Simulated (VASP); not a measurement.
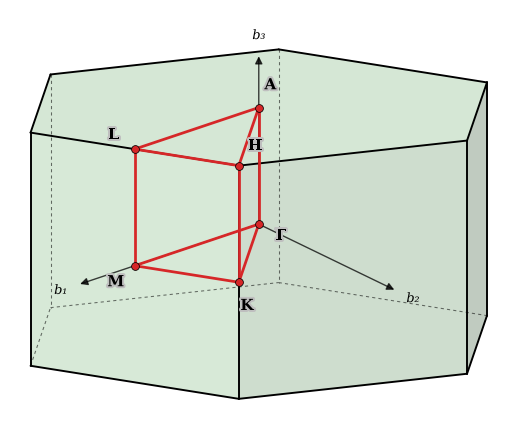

For Hf, an entry of the Crystallography Open Database, as set up for an electronic-structure calculation: the figure shows the first Brillouin zone with its special points and a band path. Symmetry computed with spglib at a tolerance of 0.002 Å; standard conventional cell.

Labels and path follow the convention of Hinuma et al. (2017), as computed by seekpath; the arrows show the directions of the reciprocal primitive vectors b₁, b₂, b₃.

Question: What lattice type do the shape and the labels point to?

Answer: A primitive hexagonal lattice (hP; extended symbol hP2). The zone is a hexagonal prism in its combinatorial type: 8 faces (6 with 4 edges, 2 with 6 edges), 18 edges, 12 vertices.

Question: In which order does the conventional band path visit the special points?

Answer: Γ–M–K–Γ–A–L–H–A | L–M | H–K
